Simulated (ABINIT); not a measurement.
# Run report: AlCo, geometry relaxation (part 2 of 3)

The same run, continued: AlCo (Pm-3m, 2 atoms in the cell); Kohn-Sham DFT of a periodic cell, PBE, JTH PAW PBE v2.0, spin-polarised (ABINIT 10.8.3); cutoff 707.5 eV, 7×7×7 k-mesh, fermi-dirac of 0.05 eV, collinear spins. The structure derives from a Materials Project entry.

Geometry of the input (Å; fractional positions):
```
2.8194  0.0000  0.0000
0.0000  2.8194  0.0000
0.0000  0.0000  2.8194
Co 0.5000  0.5000  0.5000
Al 0.0000  0.0000  0.0000
```

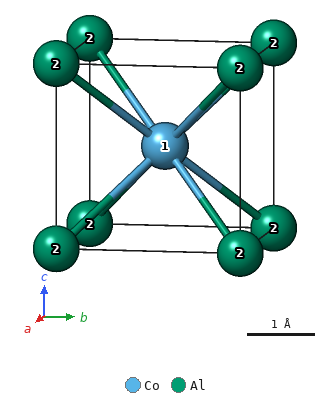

Fig. 1: The structure as given in the input (ball-and-stick view of the cell of the calculation, seen slightly off an axis; atoms are numbered from 1 in the order of the input). An atom can appear more than once, as a periodic image.

## Log, continued
```
 ------------------------------------------------------------------------------------------------------------
 Radius=ratsph(iatom), smearing ratsm=  0.0000. Diff(up-dn)=approximate z local magnetic moment.
    Atom    Radius    up_density   dn_density  Total(up+dn)  Diff(up-dn)
    1 Co   2.10903     7.838932     7.838931     15.677862     0.000001
    2 Al   1.90363     0.420666     0.420666      0.841332    -0.000000
 ------------------------------------------------------------------------------------------------------------
  Sum:                 8.259598     8.259597     16.519195     0.000001
 Total magnetization (from the atomic spheres):                0.000001
 Total magnetization (exact up - dn):                          0.000001

---OUTPUT-----------------------------------------------------------------------

 Cartesian coordinates (xcart) [bohr]
  2.68219014482782E+00  2.68219014482782E+00  2.68219014482782E+00
  0.00000000000000E+00  0.00000000000000E+00  0.00000000000000E+00
 Reduced coordinates (xred)
  5.00000000000000E-01  5.00000000000000E-01  5.00000000000000E-01
  0.00000000000000E+00  0.00000000000000E+00  0.00000000000000E+00
 Cartesian forces (fcart) [Ha/bohr]; max,rms= 0.00000E+00 0.00000E+00 (free atoms)
 -0.00000000000000E+00 -0.00000000000000E+00 -0.00000000000000E+00
 -0.00000000000000E+00 -0.00000000000000E+00 -0.00000000000000E+00
 Gradient of E wrt nuclear positions in reduced coordinates (gred)
  0.00000000000000E+00  0.00000000000000E+00  0.00000000000000E+00
  0.00000000000000E+00  0.00000000000000E+00  0.00000000000000E+00
 Scale of Primitive Cell (acell) [bohr]
  5.36438028965564E+00  5.36438028965564E+00  5.36438028965564E+00
 Real space primitive translations (rprimd) [bohr]
  5.36438028965564E+00  0.00000000000000E+00  0.00000000000000E+00
  0.00000000000000E+00  5.36438028965564E+00  0.00000000000000E+00
  0.00000000000000E+00  0.00000000000000E+00  5.36438028965564E+00
 Unitary Cell Volume (ucvol) [Bohr^3]=  1.54368496519071E+02
 Angles (23,13,12)= [degrees]
  9.00000000000000E+01  9.00000000000000E+01  9.00000000000000E+01
 Lengths [Bohr]
  5.36438028965564E+00  5.36438028965564E+00  5.36438028965564E+00
 Stress tensor in cartesian coordinates (strten) [Ha/bohr^3]
 -8.85689291046810E-05  0.00000000000000E+00  0.00000000000000E+00
  0.00000000000000E+00 -8.85689291046758E-05  0.00000000000000E+00
  0.00000000000000E+00  0.00000000000000E+00 -8.85689291046758E-05
 Total energy (etotal) [Ha]= -1.48556969615902E+02

 Difference of energy with previous step (new-old):
           Absolute (Ha)=-4.90375E-04
           Relative     =-3.30093E-06

--- Iteration: ( 3/60) Internal Cycle: (1/1)
--------------------------------------------------------------------------------

---SELF-CONSISTENT-FIELD CONVERGENCE--------------------------------------------

--- !BeginCycle
iteration_state: {dtset: 1, itime: 3, icycle: 1, }
solver: {iscf: 17, nstep: 100, nline: 4, wfoptalg: 10, }
tolerances: {tolvrs: 1.00E-09, }
...

     iter   Etot(hartree)      deltaE(h)  residm     nres2   difmagsph maxmagsph
 ETOT  1  -148.58468162069    -1.486E+02 2.377E-03 3.236E+01 1.280E-05 1.280E-05
 ETOT  2  -148.83011056961    -2.454E-01 9.271E-03 3.113E+02 1.251E-05 2.854E-07
 ETOT  3  -148.55385341500     2.763E-01 1.553E-01 1.929E+00 2.592E-05 2.621E-05
 ETOT  4  -148.55702592032    -3.173E-03 4.255E-03 2.038E-02 2.036E-05 5.847E-06
 ETOT  5  -148.55709564630    -6.973E-05 6.487E-05 3.270E-02 2.834E-06 8.681E-06
 ETOT  6  -148.55707376159     2.188E-05 2.363E-05 1.195E-02 1.741E-06 6.941E-06
 ETOT  7  -148.55706402642     9.735E-06 7.307E-06 4.219E-04 7.583E-07 6.908E-06
 ETOT  8  -148.55706383606     1.904E-07 2.189E-06 6.836E-05 2.606E-06 4.302E-06
 ETOT  9  -148.55706381966     1.641E-08 2.570E-07 1.596E-05 5.708E-07 3.731E-06
 ETOT 10  -148.55706380103     1.863E-08 6.514E-08 5.506E-06 1.158E-06 2.573E-06
 ETOT 11  -148.55706379598     5.053E-09 1.178E-07 7.243E-08 3.756E-07 2.198E-06
 ETOT 12  -148.55706379644    -4.600E-10 5.526E-08 1.690E-07 1.088E-07 2.089E-06
 ETOT 13  -148.55706379624     2.015E-10 4.158E-08 1.009E-08 5.339E-07 1.555E-06
 ETOT 14  -148.55706379623     4.860E-12 2.842E-08 4.369E-09 3.419E-07 1.213E-06
 ETOT 15  -148.55706379625    -1.467E-11 1.793E-08 1.153E-08 5.215E-07 6.916E-07
 ETOT 16  -148.55706379623     2.038E-11 1.509E-08 1.832E-10 1.684E-07 5.232E-07

 At SCF step   16       nres2   =  1.83E-10 < tolvrs=  1.00E-09 =>converged.

 Cartesian components of stress tensor (hartree/bohr^3)
  sigma(1 1)= -4.50903034E-06  sigma(3 2)=  0.00000000E+00
  sigma(2 2)= -4.50903034E-06  sigma(3 1)=  0.00000000E+00
  sigma(3 3)= -4.50903034E-06  sigma(2 1)=  0.00000000E+00

--- !ResultsGS
iteration_state: {dtset: 1, itime: 3, icycle: 1, }
comment   : Summary of ground state results
lattice_vectors:
- [  5.3883065,   0.0000000,   0.0000000, ]
- [  0.0000000,   5.3883065,   0.0000000, ]
- [  0.0000000,   0.0000000,   5.3883065, ]
lattice_lengths: [   5.38831,    5.38831,    5.38831, ]
lattice_angles: [ 90.000,  90.000,  90.000, ] # degrees, (23, 13, 12)
lattice_volume:   1.5644327E+02
convergence: {deltae:  2.038E-11, res2:  1.832E-10, residm:  1.509E-08, diffor: null, }
etotal    :  -1.48557064E+02
entropy   :   0.00000000E+00
fermie    :   4.74653081E-01
cartesian_stress_tensor: # hartree/bohr^3
- [ -4.50903034E-06,   0.00000000E+00,   0.00000000E+00, ]
- [  0.00000000E+00,  -4.50903034E-06,   0.00000000E+00, ]
- [  0.00000000E+00,   0.00000000E+00,  -4.50903034E-06, ]
pressure_GPa:   1.3266E-01
xred      :
- [  5.0000E-01,   5.0000E-01,   5.0000E-01, Co]
- [  0.0000E+00,   0.0000E+00,   0.0000E+00, Al]
cartesian_forces: # hartree/bohr
- [ -0.00000000E+00,  -0.00000000E+00,  -0.00000000E+00, ]
- [ -0.00000000E+00,  -0.00000000E+00,  -0.00000000E+00, ]
force_length_stats: {min:   0.00000000E+00, max:   0.00000000E+00, mean:   0.00000000E+00, }
...

 Integrated electronic and magnetization densities in atomic spheres:
 ------------------------------------------------------------------------------------------------------------
 Radius=ratsph(iatom), smearing ratsm=  0.0000. Diff(up-dn)=approximate z local magnetic moment.
    Atom    Radius    up_density   dn_density  Total(up+dn)  Diff(up-dn)
    1 Co   2.10903     7.837318     7.837318     15.674636    -0.000001
    2 Al   1.90363     0.414596     0.414596      0.829192     0.000000
 ------------------------------------------------------------------------------------------------------------
  Sum:                 8.251914     8.251914     16.503828    -0.000000
 Total magnetization (from the atomic spheres):               -0.000000
 Total magnetization (exact up - dn):                         -0.000000

---OUTPUT-----------------------------------------------------------------------

 Cartesian coordinates (xcart) [bohr]
  2.69415326098631E+00  2.69415326098631E+00  2.69415326098631E+00
  0.00000000000000E+00  0.00000000000000E+00  0.00000000000000E+00
 Reduced coordinates (xred)
  5.00000000000000E-01  5.00000000000000E-01  5.00000000000000E-01
  0.00000000000000E+00  0.00000000000000E+00  0.00000000000000E+00
 Cartesian forces (fcart) [Ha/bohr]; max,rms= 0.00000E+00 0.00000E+00 (free atoms)
 -0.00000000000000E+00 -0.00000000000000E+00 -0.00000000000000E+00
 -0.00000000000000E+00 -0.00000000000000E+00 -0.00000000000000E+00
 Gradient of E wrt nuclear positions in reduced coordinates (gred)
  0.00000000000000E+00  0.00000000000000E+00  0.00000000000000E+00
  0.00000000000000E+00  0.00000000000000E+00  0.00000000000000E+00
 Scale of Primitive Cell (acell) [bohr]
  5.38830652197261E+00  5.38830652197261E+00  5.38830652197261E+00
 Real space primitive translations (rprimd) [bohr]
  5.38830652197261E+00  0.00000000000000E+00  0.00000000000000E+00
  0.00000000000000E+00  5.38830652197261E+00  0.00000000000000E+00
  0.00000000000000E+00  0.00000000000000E+00  5.38830652197261E+00
 Unitary Cell Volume (ucvol) [Bohr^3]=  1.56443268089568E+02
 Angles (23,13,12)= [degrees]
  9.00000000000000E+01  9.00000000000000E+01  9.00000000000000E+01
 Lengths [Bohr]
  5.38830652197261E+00  5.38830652197261E+00  5.38830652197261E+00
 Stress tensor in cartesian coordinates (strten) [Ha/bohr^3]
 -4.50903033891517E-06  0.00000000000000E+00  0.00000000000000E+00
  0.00000000000000E+00 -4.50903033891170E-06  0.00000000000000E+00
  0.00000000000000E+00  0.00000000000000E+00 -4.50903033891170E-06
 Total energy (etotal) [Ha]= -1.48557063796227E+02

 Difference of energy with previous step (new-old):
           Absolute (Ha)=-9.41803E-05
           Relative     =-6.33968E-07

--- Iteration: ( 4/60) Internal Cycle: (1/1)
--------------------------------------------------------------------------------

---SELF-CONSISTENT-FIELD CONVERGENCE--------------------------------------------

--- !BeginCycle
iteration_state: {dtset: 1, itime: 4, icycle: 1, }
solver: {iscf: 17, nstep: 100, nline: 4, wfoptalg: 10, }
tolerances: {tolvrs: 1.00E-09, }
...

     iter   Etot(hartree)      deltaE(h)  residm     nres2   difmagsph maxmagsph
 ETOT  1  -148.55714402840    -1.486E+02 5.523E-06 8.956E-02 7.428E-07 7.428E-07
 ETOT  2  -148.55780618260    -6.622E-04 2.370E-05 9.285E-01 5.556E-07 1.872E-07
 ETOT  3  -148.55704387272     7.623E-04 4.208E-04 3.786E-03 2.772E-06 2.734E-06
 ETOT  4  -148.55706431267    -2.044E-05 2.959E-05 2.004E-04 2.450E-06 6.480E-07
 ETOT  5  -148.55706421018     1.025E-07 2.318E-07 8.306E-05 1.773E-07 4.989E-07
 ETOT  6  -148.55706409662     1.136E-07 3.662E-08 3.518E-05 1.969E-08 5.110E-07
 ETOT  7  -148.55706406731     2.931E-08 1.076E-08 4.348E-06 3.311E-08 4.779E-07
 ETOT  8  -148.55706406373     3.583E-09 3.355E-08 1.958E-07 1.742E-07 3.037E-07
 ETOT  9  -148.55706406379    -6.173E-11 3.283E-09 5.825E-08 3.145E-08 2.840E-07
 ETOT 10  -148.55706406373     6.568E-11 7.650E-09 1.056E-10 8.354E-08 2.005E-07

 At SCF step   10       nres2   =  1.06E-10 < tolvrs=  1.00E-09 =>converged.

 Cartesian components of stress tensor (hartree/bohr^3)
  sigma(1 1)= -1.66374306E-07  sigma(3 2)=  0.00000000E+00
  sigma(2 2)= -1.66374306E-07  sigma(3 1)=  0.00000000E+00
  sigma(3 3)= -1.66374306E-07  sigma(2 1)=  0.00000000E+00

--- !ResultsGS
iteration_state: {dtset: 1, itime: 4, icycle: 1, }
comment   : Summary of ground state results
lattice_vectors:
- [  5.3896081,   0.0000000,   0.0000000, ]
- [  0.0000000,   5.3896081,   0.0000000, ]
- [  0.0000000,   0.0000000,   5.3896081, ]
lattice_lengths: [   5.38961,    5.38961,    5.38961, ]
lattice_angles: [ 90.000,  90.000,  90.000, ] # degrees, (23, 13, 12)
lattice_volume:   1.5655667E+02
convergence: {deltae:  6.568E-11, res2:  1.056E-10, residm:  7.650E-09, diffor: null, }
etotal    :  -1.48557064E+02
entropy   :   0.00000000E+00
fermie    :   4.74232301E-01
cartesian_stress_tensor: # hartree/bohr^3
- [ -1.66374306E-07,   0.00000000E+00,   0.00000000E+00, ]
- [  0.00000000E+00,  -1.66374306E-07,   0.00000000E+00, ]
- [  0.00000000E+00,   0.00000000E+00,  -1.66374306E-07, ]
pressure_GPa:   4.8949E-03
xred      :
- [  5.0000E-01,   5.0000E-01,   5.0000E-01, Co]
- [  0.0000E+00,   0.0000E+00,   0.0000E+00, Al]
cartesian_forces: # hartree/bohr
- [ -0.00000000E+00,  -0.00000000E+00,  -0.00000000E+00, ]
- [ -0.00000000E+00,  -0.00000000E+00,  -0.00000000E+00, ]
force_length_stats: {min:   0.00000000E+00, max:   0.00000000E+00, mean:   0.00000000E+00, }
...

 Integrated electronic and magnetization densities in atomic spheres:
 ------------------------------------------------------------------------------------------------------------
 Radius=ratsph(iatom), smearing ratsm=  0.0000. Diff(up-dn)=approximate z local magnetic moment.
    Atom    Radius    up_density   dn_density  Total(up+dn)  Diff(up-dn)
    1 Co   2.10903     7.837621     7.837621     15.675242     0.000000
    2 Al   1.90363     0.414716     0.414716      0.829431    -0.000000
 ------------------------------------------------------------------------------------------------------------
  Sum:                 8.252337     8.252337     16.504673     0.000000
 Total magnetization (from the atomic spheres):                0.000000
 Total magnetization (exact up - dn):                          0.000000

---OUTPUT-----------------------------------------------------------------------

 Cartesian coordinates (xcart) [bohr]
  2.69480406472315E+00  2.69480406472315E+00  2.69480406472315E+00
  0.00000000000000E+00  0.00000000000000E+00  0.00000000000000E+00
 Reduced coordinates (xred)
  5.00000000000000E-01  5.00000000000000E-01  5.00000000000000E-01
  0.00000000000000E+00  0.00000000000000E+00  0.00000000000000E+00
 Cartesian forces (fcart) [Ha/bohr]; max,rms= 0.00000E+00 0.00000E+00 (free atoms)
 -0.00000000000000E+00 -0.00000000000000E+00 -0.00000000000000E+00
 -0.00000000000000E+00 -0.00000000000000E+00 -0.00000000000000E+00
 Gradient of E wrt nuclear positions in reduced coordinates (gred)
  0.00000000000000E+00  0.00000000000000E+00  0.00000000000000E+00
  0.00000000000000E+00  0.00000000000000E+00  0.00000000000000E+00
 Scale of Primitive Cell (acell) [bohr]
  5.38960812944629E+00  5.38960812944629E+00  5.38960812944629E+00
 Real space primitive translations (rprimd) [bohr]
  5.38960812944629E+00  0.00000000000000E+00  0.00000000000000E+00
  0.00000000000000E+00  5.38960812944629E+00  0.00000000000000E+00
  0.00000000000000E+00  0.00000000000000E+00  5.38960812944629E+00
 Unitary Cell Volume (ucvol) [Bohr^3]=  1.56556667495506E+02
 Angles (23,13,12)= [degrees]
  9.00000000000000E+01  9.00000000000000E+01  9.00000000000000E+01
 Lengths [Bohr]
  5.38960812944629E+00  5.38960812944629E+00  5.38960812944629E+00
 Stress tensor in cartesian coordinates (strten) [Ha/bohr^3]
 -1.66374306260694E-07  0.00000000000000E+00  0.00000000000000E+00
  0.00000000000000E+00 -1.66374306257225E-07  0.00000000000000E+00
  0.00000000000000E+00  0.00000000000000E+00 -1.66374306264164E-07
 Total energy (etotal) [Ha]= -1.48557064063726E+02

 Difference of energy with previous step (new-old):
           Absolute (Ha)=-2.67499E-07
           Relative     =-1.80065E-09

 At Broyd/MD step   4, gradients are converged :
  max grad (force/stress) = 1.6637E-05 < tolmxf= 1.0000E-04 ha/bohr (free atoms)

================================================================================

 ----iterations are completed or convergence reached----

 Mean square residual over all n,k,spin=   16.264E-12; max=  76.500E-10
 reduced coordinates (array xred) for    2 atoms
       0.500000000000      0.500000000000      0.500000000000
       0.000000000000      0.000000000000      0.000000000000
 rms dE/dt=  0.0000E+00; max dE/dt=  0.0000E+00; dE/dt below (all hartree)
    1       0.000000000000      0.000000000000      0.000000000000
    2       0.000000000000      0.000000000000      0.000000000000

 cartesian coordinates (angstrom) at end:
    1      1.42602889793283     1.42602889793283     1.42602889793283
    2      0.00000000000000     0.00000000000000     0.00000000000000

 cartesian forces (hartree/bohr) at end:
    1     -0.00000000000000    -0.00000000000000    -0.00000000000000
    2     -0.00000000000000    -0.00000000000000    -0.00000000000000
 frms,max,avg= 0.0000000E+00 0.0000000E+00   0.000E+00  0.000E+00  0.000E+00 h/b

 cartesian forces (eV/Angstrom) at end:
    1     -0.00000000000000    -0.00000000000000    -0.00000000000000
    2     -0.00000000000000    -0.00000000000000    -0.00000000000000
 frms,max,avg= 0.0000000E+00 0.0000000E+00   0.000E+00  0.000E+00  0.000E+00 e/A
 length scales=  5.389608129446  5.389608129446  5.389608129446 bohr
              =  2.852057795866  2.852057795866  2.852057795866 angstroms
 Fermi (or HOMO) energy (hartree) =   0.47423   Average Vxc (hartree)=  -0.43197
 Magnetization (Bohr magneton)=  9.92409834E-08
 Total spin up =  1.00000000E+01   Total spin down =  9.99999995E+00
 Eigenvalues (hartree) for nkpt=  20  k points, SPIN UP:
 kpt#   1, nband= 15, wtk=  0.00292, kpt=  0.0000  0.0000  0.0000 (reduced coord)
  -3.00675   -1.65761   -1.65761   -1.65761    0.06849    0.36709    0.36709    0.44508
   0.44508    0.44508    0.69404    0.69404    0.69404    0.79676    0.79676
      occupation numbers for kpt#   1
   1.00000    1.00000    1.00000    1.00000    1.00000    1.00000    1.00000    1.00000
   1.00000    1.00000    0.00000    0.00000    0.00000    0.00000    0.00000
 prteigrs : prtvol=0 or 1, do not print more k-points.

 Eigenvalues (hartree) for nkpt=  20  k points, SPIN DOWN:
 kpt#   1, nband= 15, wtk=  0.00292, kpt=  0.0000  0.0000  0.0000 (reduced coord)
  -3.00675   -1.65761   -1.65761   -1.65761    0.06849    0.36709    0.36709    0.44508
   0.44508    0.44508    0.69404    0.69404    0.69404    0.79676    0.79676
      occupation numbers for kpt#   1
   1.00000    1.00000    1.00000    1.00000    1.00000    1.00000    1.00000    1.00000
   1.00000    1.00000    0.00000    0.00000    0.00000    0.00000    0.00000
 prteigrs : prtvol=0 or 1, do not print more k-points.

 Fermi (or HOMO) energy (eV) =  12.90452   Average Vxc (eV)= -11.75438
 Eigenvalues (   eV  ) for nkpt=  20  k points, SPIN UP:
 kpt#   1, nband= 15, wtk=  0.00292, kpt=  0.0000  0.0000  0.0000 (reduced coord)
 -81.81789  -45.10586  -45.10586  -45.10586    1.86369    9.98915    9.98915   12.11123
  12.11123   12.11123   18.88569   18.88569   18.88569   21.68089   21.68089
 prteigrs : prtvol=0 or 1, do not print more k-points.

 Eigenvalues (   eV  ) for nkpt=  20  k points, SPIN DOWN:
 kpt#   1, nband= 15, wtk=  0.00292, kpt=  0.0000  0.0000  0.0000 (reduced coord)
 -81.81789  -45.10585  -45.10585  -45.10585    1.86369    9.98915    9.98915   12.11123
  12.11123   12.11123   18.88569   18.88569   18.88569   21.68089   21.68089
 prteigrs : prtvol=0 or 1, do not print more k-points.

--- !EnergyTerms
iteration_state     : {dtset: 1, itime: 4, icycle: 1, }
comment             : Components of total free energy in Hartree
kinetic             :  1.29126658631577E+01
hartree             :  4.87978615676923E+01
xc                  : -4.30436232127023E+00
Ewald energy        : -8.60277867663251E+01
psp_core            :  1.46507962198789E+00
local_psp           : -1.47594673576048E+02
PAW spherical_terms :  2.61943038009245E+01
internal            : -1.48556911809880E+02
'-kT*entropy'       : -1.48988021457721E-04
total_energy        : -1.48557060797902E+02
total_energy_eV     : -4.04244356093939E+03
...

--- !EnergyTermsDC
iteration_state     : {dtset: 1, itime: 4, icycle: 1, }
comment             : '"Double-counting" decomposition of free energy'
band_energy         : -1.15717219659973E+01
Ewald energy        : -8.60277867663251E+01
psp_core            :  1.46507962198789E+00
xc_dc               : -4.77860053269557E+01
PAW spherical_terms : -4.63648063841449E+00
internal            : -1.48556915075705E+02
'-kT*entropy'       : -1.48988021457721E-04
total_energy_dc     : -1.48557064063726E+02
total_energy_dc_eV  : -4.04244364980700E+03
...

--- !EnergyTermsWithPAWCore
iteration_state     : {dtset: 1, itime: 4, icycle: 1, }
comment             : 'Components of total free energy, including PAW core contributions'
Total energy        : -1.63631551548696E+03
Total energy DC     : -1.63631551875279E+03
Total energy (eV)   : -4.45264135122072E+04
Total energy DC (eV): -4.45264136010748E+04
...

 Cartesian components of stress tensor (hartree/bohr^3)
  sigma(1 1)= -1.66374306E-07  sigma(3 2)=  0.00000000E+00
  sigma(2 2)= -1.66374306E-07  sigma(3 1)=  0.00000000E+00
  sigma(3 3)= -1.66374306E-07  sigma(2 1)=  0.00000000E+00

-Cartesian components of stress tensor (GPa)         [Pressure=  4.8949E-03 GPa]
- sigma(1 1)= -4.89490109E-03  sigma(3 2)=  0.00000000E+00
- sigma(2 2)= -4.89490109E-03  sigma(3 1)=  0.00000000E+00
- sigma(3 3)= -4.89490109E-03  sigma(2 1)=  0.00000000E+00

== END DATASET(S) ==============================================================
================================================================================

 -outvars: echo values of variables after computation  --------
            acell      5.3896081294E+00  5.3896081294E+00  5.3896081294E+00 Bohr
           etotal     -1.4855706406E+02
            fcart     -0.0000000000E+00 -0.0000000000E+00 -0.0000000000E+00
                      -0.0000000000E+00 -0.0000000000E+00 -0.0000000000E+00
           strten     -1.6637430626E-07 -1.6637430626E-07 -1.6637430626E-07
                       0.0000000000E+00  0.0000000000E+00  0.0000000000E+00
           xangst      1.4260288979E+00  1.4260288979E+00  1.4260288979E+00
                       0.0000000000E+00  0.0000000000E+00  0.0000000000E+00
             xred      5.0000000000E-01  5.0000000000E-01  5.0000000000E-01
                       0.0000000000E+00  0.0000000000E+00  0.0000000000E+00
 Calculation completed.
```
